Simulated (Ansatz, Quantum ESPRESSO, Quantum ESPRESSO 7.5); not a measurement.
## Complex bands of KBr, rock salt type, lattice constant set to 6.834 Å

Wanted: the complex band structure of KBr, rock salt type, lattice constant set to 6.834 Å, as for a tunnel barrier.

Main program and level: Quantum ESPRESSO 7.5; plane-wave DFT, PBE, GBRV ultrasoft pseudopotentials (cross-check by Ansatz 0.2.0 with PAW datasets).

### Step 1. Starting point

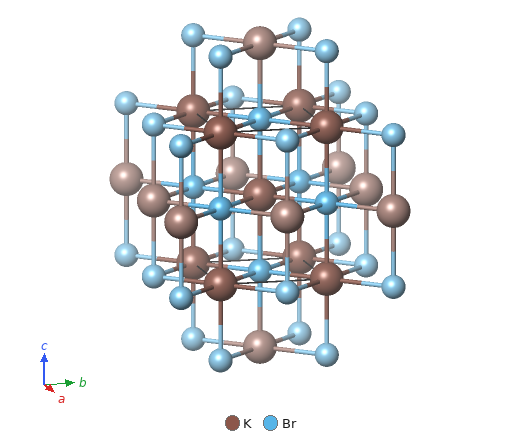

The starting structure, seen from the side, with the c axis up (potassium brown, bromine blue). Some periodic images of atoms are drawn too.

As a file:

```cif
data_structure
_symmetry_space_group_name_H-M 'P 1'
_symmetry_Int_Tables_number 1
_cell_length_a 4.8324
_cell_length_b 4.8324
_cell_length_c 6.8340
_cell_angle_alpha 90.000
_cell_angle_beta 90.000
_cell_angle_gamma 90.000
_cell_volume 159.59
loop_
_atom_site_label
_atom_site_type_symbol
_atom_site_fract_x
_atom_site_fract_y
_atom_site_fract_z
_atom_site_occupancy
K1 K 0.00000 0.00000 0.00000 1
Br2 Br 0.50000 0.50000 0.00000 1
K3 K 0.50000 0.50000 0.50000 1
Br4 Br 0.00000 0.00000 0.50000 1
```

### Step 2. Ground state

pwcond needs a cell whose third axis lies along the current and stands perpendicular to the other two.

Contents of scf.in:

```
&control
  prefix = 'scf'
  outdir = './out'
  pseudo_dir = './pseudo'
  calculation = 'scf'
  tprnfor = .true.
/
&system
  ibrav = 0
  nat = 4
  ntyp = 2
  ecutwfc = 40
  ecutrho = 200
  occupations = 'fixed'
  nbnd = 20
/
&electrons
  conv_thr = 1e-09
  mixing_beta = 0.6
  electron_maxstep = 120
/
ATOMIC_SPECIES
  K   39.0983  k_pbe_v1.4.uspp.F.UPF
  Br  79.9040  br_pbe_v1.4.uspp.F.UPF
CELL_PARAMETERS angstrom
  4.83236774262887 0.00000000000000 0.00000000000000
  0.00000000000000 4.83236774262887 0.00000000000000
  0.00000000000000 0.00000000000000 6.83400000000000
ATOMIC_POSITIONS crystal
  K   0.000000000000 0.000000000000 0.000000000000
  Br  0.500000000000 0.500000000000 0.000000000000
  K   0.500000000000 0.500000000000 0.500000000000
  Br  0.000000000000 0.000000000000 0.500000000000
K_POINTS automatic
  6 6 4 0 0 0
```

On the command line:

```bash
$ OMP_NUM_THREADS=1 mpirun -n 2 pw.x -nk 2 -in scf.in > scf.out
```

Output:

```text
Program PWSCF v.7.5 starts
[citation notice left out]

     Parallel version (MPI & OpenMP), running on       2 processor cores
     Number of MPI processes:                 2
     Threads/MPI process:                     1

     MPI processes distributed on     1 nodes
[...]
Current dimensions of program PWSCF are:
     Max number of different atomic species (ntypx) = 10
     Max number of k-points (npk) =  40000
     Max angular momentum in pseudopotentials (lmaxx) =  4
     Found identity + ( -0.5000 -0.5000 -0.5000) symmetry
     This is a supercell, fractional translations are disabled
     Message from routine setup:
     using ibrav=0 with symmetry is DISCOURAGED, use correct ibrav instead

     K-points division:     npool     =       2
     Subspace diagonalization in iterative solution of the eigenvalue problem:
     a serial algorithm will be used

     G-vector sticks info
     --------------------
     sticks:   dense  smooth     PW     G-vecs:    dense   smooth      PW
     Sum        1321    1057    305                51371    36763    5845

     Using Slab Decomposition

     bravais-lattice index     =            0
     lattice parameter (alat)  =       9.1319  a.u.
     unit-cell volume          =    1076.9401 (a.u.)^3
     number of atoms/cell      =            4
     number of atomic types    =            2
     number of electrons       =        32.00
     number of Kohn-Sham states=           20
     kinetic-energy cutoff     =      40.0000  Ry
     charge density cutoff     =     200.0000  Ry
     scf convergence threshold =      1.0E-09
     mixing beta               =       0.6000
     number of iterations used =            8  plain     mixing
     Exchange-correlation=  SLA  PW   PBX  PBC
                           (   1   4   3   4   0   0   0)

     celldm(1)=   9.131852  celldm(2)=   0.000000  celldm(3)=   0.000000
     celldm(4)=   0.000000  celldm(5)=   0.000000  celldm(6)=   0.000000

     crystal axes: (cart. coord. in units of alat)
               a(1) = (   1.000000   0.000000   0.000000 )
               a(2) = (   0.000000   1.000000   0.000000 )
               a(3) = (   0.000000   0.000000   1.414214 )

     reciprocal axes: (cart. coord. in units 2 pi/alat)
               b(1) = (  1.000000  0.000000  0.000000 )
               b(2) = (  0.000000  1.000000  0.000000 )
               b(3) = (  0.000000  0.000000  0.707107 )

     PseudoPot. # 1 for K  read from file:
     ./pseudo/k_pbe_v1.4.uspp.F.UPF
     Pseudo is Ultrasoft + core correction, Zval =  9.0
     Generated by new atomic code, or converted to UPF format
     Using radial grid of  841 points,  6 beta functions with:
                l(1) =   0
                l(2) =   0
                l(3) =   1
                l(4) =   1
                l(5) =   2
                l(6) =   2
     Q(r) pseudized with  6 coefficients,  rinner =    1.500   1.500   1.500
                                                       1.500   1.500

     PseudoPot. # 2 for Br read from file:
     ./pseudo/br_pbe_v1.4.uspp.F.UPF
     Pseudo is Ultrasoft + core correction, Zval =  7.0
     Generated by new atomic code, or converted to UPF format
     Using radial grid of  879 points,  6 beta functions with:
                l(1) =   0
                l(2) =   0
                l(3) =   1
                l(4) =   1
                l(5) =   2
                l(6) =   2
     Q(r) pseudized with  8 coefficients,  rinner =    1.100   1.100   1.100
                                                       1.100   1.100

     atomic species   valence    mass     pseudopotential
     K                 9.00    39.09830     K ( 1.00)
     Br                7.00    79.90400     Br( 1.00)

     16 Sym. Ops., with inversion, found

   Cartesian axes

     site n.     atom                  positions (alat units)
         1        K      tau(   1) = (   0.0000000   0.0000000   0.0000000  )
         2        Br     tau(   2) = (   0.5000000   0.5000000   0.0000000  )
         3        K      tau(   3) = (   0.5000000   0.5000000   0.7071068  )
         4        Br     tau(   4) = (   0.0000000   0.0000000   0.7071068  )

     number of k points=    30
                       cart. coord. in units 2pi/alat
        k(    1) = (   0.0000000   0.0000000   0.0000000), wk =   0.0138889
        k(    2) = (   0.0000000   0.0000000   0.1767767), wk =   0.0277778
        k(    3) = (   0.0000000   0.0000000  -0.3535534), wk =   0.0138889
        k(    4) = (   0.0000000   0.1666667   0.0000000), wk =   0.0555556
        k(    5) = (   0.0000000   0.1666667   0.1767767), wk =   0.1111111
        k(    6) = (   0.0000000   0.1666667  -0.3535534), wk =   0.0555556
        k(    7) = (   0.0000000   0.3333333   0.0000000), wk =   0.0555556
        k(    8) = (   0.0000000   0.3333333   0.1767767), wk =   0.1111111
        k(    9) = (   0.0000000   0.3333333  -0.3535534), wk =   0.0555556
        k(   10) = (   0.0000000  -0.5000000   0.0000000), wk =   0.0277778
[...]
k(   30) = (  -0.5000000  -0.5000000  -0.3535534), wk =   0.0138889

     Dense  grid:    51371 G-vectors     FFT dimensions: (  45,  45,  60)

     Smooth grid:    36763 G-vectors     FFT dimensions: (  40,  40,  54)

     Estimated max dynamical RAM per process >     135.82 MB

     Estimated total dynamical RAM >     259.09 MB

     Initial potential from superposition of free atoms

     starting charge      30.9931, renormalised to      32.0000
     Starting wfcs are   24 randomized atomic wfcs

     total cpu time spent up to now is        1.3 secs

     per-process dynamical memory:    59.8 Mb

     Self-consistent Calculation

     iteration #  1     ecut=    40.00 Ry     beta= 0.60
     Davidson diagonalization with overlap
     ethr =  1.00E-02,  avg # of iterations =  4.7

     Threshold (ethr) on eigenvalues was too large:
     Diagonalizing with lowered threshold

     Davidson diagonalization with overlap
     ethr =  6.38E-04,  avg # of iterations =  4.0

     total cpu time spent up to now is        5.4 secs

     total energy              =    -208.13104343 Ry
     estimated scf accuracy    <       0.19143984 Ry

     iteration #  2     ecut=    40.00 Ry     beta= 0.60
[...]
total energy              =    -208.18374020 Ry
     estimated scf accuracy    <       0.01175646 Ry

     iteration #  3     ecut=    40.00 Ry     beta= 0.60
[...]
total energy              =    -208.18846070 Ry
     estimated scf accuracy    <       0.00190461 Ry

     iteration #  4     ecut=    40.00 Ry     beta= 0.60
[...]
c_bands:  1 eigenvalues not converged
[...]
total energy              =    -208.18889523 Ry
     estimated scf accuracy    <       0.00029554 Ry

     iteration #  5     ecut=    40.00 Ry     beta= 0.60
[...]
c_bands:  1 eigenvalues not converged
[...]
total energy              =    -208.18898203 Ry
     estimated scf accuracy    <       0.00030967 Ry

     iteration #  6     ecut=    40.00 Ry     beta= 0.60
[...]
total energy              =    -208.18901977 Ry
     estimated scf accuracy    <       0.00001149 Ry

     iteration #  7     ecut=    40.00 Ry     beta= 0.60
[...]
total energy              =    -208.18903102 Ry
     estimated scf accuracy    <       0.00000191 Ry

     iteration #  8     ecut=    40.00 Ry     beta= 0.60
[...]
total energy              =    -208.18903092 Ry
     estimated scf accuracy    <       0.00000077 Ry

     iteration #  9     ecut=    40.00 Ry     beta= 0.60
[...]
total energy              =    -208.18903119 Ry
     estimated scf accuracy    <       0.00000001 Ry

     iteration # 10     ecut=    40.00 Ry     beta= 0.60
[...]
total energy              =    -208.18903123 Ry
     estimated scf accuracy    <          4.4E-09 Ry

     iteration # 11     ecut=    40.00 Ry     beta= 0.60
[...]
End of self-consistent calculation

          k = 0.0000 0.0000 0.0000 (  4549 PWs)   bands (ev):

   -27.5904 -27.5864 -11.7445 -11.6725 -11.1093 -11.0747 -11.0747 -11.0514
   -11.0514 -11.0514  -0.2711   0.1851   0.1851   0.4338   0.4338   0.4338
     4.6039   6.3945   7.2558   8.0024

          k = 0.0000 0.0000 0.1768 (  4582 PWs)   bands (ev):

   -27.5898 -27.5870 -11.7761 -11.7319 -11.0715 -11.0715 -11.0549 -11.0549
   -11.0420 -11.0073  -0.2730   0.1950   0.2150   0.2150   0.3900   0.3900
     5.0483   6.5556   6.8769   7.6382

          k = 0.0000 0.0000-0.3536 (  4586 PWs)   bands (ev):

   -27.5884 -27.5884 -11.7930 -11.7930 -11.0632 -11.0632 -11.0632 -11.0632
   -10.9749 -10.9749  -0.1492  -0.1492   0.2956   0.2956   0.2957   0.2957
     5.9717   5.9718   7.0126   7.0127

          k = 0.0000 0.1667 0.0000 (  4591 PWs)   bands (ev):

   -27.5899 -27.5864 -11.7771 -11.7195 -11.1051 -11.0720 -11.0547 -11.0513
   -11.0254 -11.0097  -0.2227   0.0347   0.1714   0.2209   0.3836   0.3916
     5.0129   6.6954   7.6662   7.8273

          k = 0.0000 0.1667 0.1768 (  4595 PWs)   bands (ev):

   -27.5894 -27.5869 -11.8068 -11.7706 -11.0787 -11.0690 -11.0543 -11.0529
   -10.9889 -10.9721  -0.2779   0.0364   0.1077   0.1966   0.3389   0.3460
     5.4027   6.8094   7.2366   7.7669

          k = 0.0000 0.1667-0.3536 (  4616 PWs)   bands (ev):

   -27.5881 -27.5881 -11.8244 -11.8244 -11.0616 -11.0616 -11.0606 -11.0606
   -10.9396 -10.9396  -0.2285  -0.2285   0.2277   0.2277   0.2652   0.2652
     6.2444   6.2444   7.2880   7.2880

[...]
highest occupied, lowest unoccupied level (ev):     0.4338    4.6039

!    total energy              =    -208.18903123 Ry
     estimated scf accuracy    <          5.0E-10 Ry

     The total energy is the sum of the following terms:
     one-electron contribution =     -65.29200338 Ry
     hartree contribution      =      41.17253477 Ry
     xc contribution           =     -70.50035683 Ry
     ewald contribution        =    -113.56920578 Ry

     convergence has been achieved in  11 iterations

     Forces acting on atoms (cartesian axes, Ry/au):

     atom    1 type  1   force =     0.00000000    0.00000000    0.00000000
     atom    2 type  2   force =     0.00000000    0.00000000    0.00000000
     atom    3 type  1   force =     0.00000000    0.00000000    0.00000000
     atom    4 type  2   force =     0.00000000    0.00000000    0.00000000

     Total force =     0.000000     Total SCF correction =     0.000000

[...]
=------------------------------------------------------------------------------=
   JOB DONE.
=------------------------------------------------------------------------------=
```

The job ended after 33 s (2 MPI ranks of Arm Neoverse V2, shared host; peak memory 0.28 GiB; 67 s of CPU time).

This step gave:

```
free energy                          : -2832.5561 eV
valence top, on the run's zero       : 0.4338 eV
conduction bottom, on the run's zero : 4.604 eV
gap by band count                    : 4.170 eV
```

The run needed 11 iterations to bring the estimated error under 1e-09 Ry.

(Part 1 of 3 ends here.)

[Logs are printed without paths, hosts, clocks, repeated set-up lines and the standing remarks that a program may print on its own settings, such as how far it seeks lower states.]

[Hosts, paths, dates, database ids (printed as entryN), source tags and the programs' standing remarks are cut or masked in the printed files.]

[Maps of the electrostatic potential energy from Ansatz leave out the sawtooth potential of an applied field or a dipole correction, so their vacuum need not be flat; planar profiles and work functions include it.]
